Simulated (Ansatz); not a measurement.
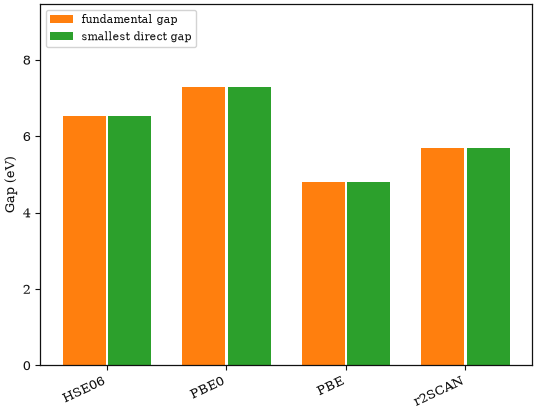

Gaps of MgO, space group Fm-3m, 2 atoms in the cell, rocksalt type, at several levels of theory on one cell (Ansatz, plane waves and PAW; edges over the mesh and the special points).

### How does the gap depend on the level, and does its kind change?

In rising order: PBE 4.80 eV, r2SCAN 5.68 eV, HSE06 6.54 eV and PBE0 7.28 eV. It is direct at every level.
